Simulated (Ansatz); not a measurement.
Input file:

```
crystal:
  lattice:
    - [4.4308490675, 0.0, 0.0]
    - [0.0, 4.4308490675, 0.0]
    - [0.0, 0.0, 4.4308490675]
  atoms:
    - { symbol: Co, position: [0.1429471867, 0.1361567188, 0.1490656342] }
    - { symbol: Co, position: [0.3490788408, 0.8594565111, 0.642392418] }
    - { symbol: Co, position: [0.6496860138, 0.3512021983, 0.8670213607] }
    - { symbol: Co, position: [0.8633068274, 0.6515436851, 0.3540360611] }
    - { symbol: Si, position: [0.8439932808, 0.8490921072, 0.8375908304] }
    - { symbol: Si, position: [0.6524244699, 0.1699344337, 0.3484404839] }
    - { symbol: Si, position: [0.3422992411, 0.6517380433, 0.1562316266] }
    - { symbol: Si, position: [0.1562641394, 0.3308763024, 0.645221585] }
basis:
  ecutwfc: 420
kpoints:
  mp_grid: { grid: [10, 10, 10] }
hamiltonian:
  xc: pbe
scf:
  occupations: { method: gaussian, width: 0.15 }
output:
  forces: true
  stress: true
  eigenvalues: true
  write_density: true
  write_potential: true
  elf: true
  volumetric_format: npy
```

Launched as:

```sh
ansatz run input.yaml --threads 2 --pin off --max-ram 5120MiB --backend cpu --events-out ev --progress --plain --runs-dir out
```

Below, planes, directions and counts refer to the conventional cell (a = 4.43 Å, b = 4.43 Å, c = 4.43 Å, α = 90.00°, β = 90.00°, γ = 90.00°).

Space group P1; changed on purpose from its base cell (all atoms moved at random (sigma 0.03 A a component)); not relaxed (largest force 0.9 eV/Å); computed without spin polarisation.

Method: Ansatz, DFT PBE, scalar-relativistic, plane waves, PAW.

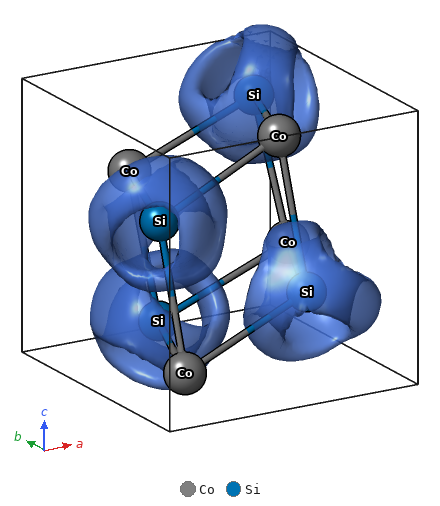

CoSi. Isosurface of the electron localisation function at 0.6 (blue), seen at an oblique angle. Only the valence region is drawn (cores and ρ < 0.01 e/Å³ removed). Sticks mark near contacts.

In a PAW calculation such maps are meaningful between the atoms, not at the nuclei.

**What do the ELF domains correspond to?**

At this value the surface marks out four regions wrapped around Si (the valence shell of each), counted in one cell of 8 atoms. Regions shared between cells count once. Along the contacts the grid gives the following. Co–Si (2.26 Å): the ELF peaks at about 0.70 in the valence shell of Si, 0.9 Å from its nucleus, and is about 0.45 at the midpoint. Co–Si (2.30 Å): the ELF peaks at about 0.65 in the valence shell of Si, 0.9 Å from its nucleus, and is about 0.45 at the midpoint.
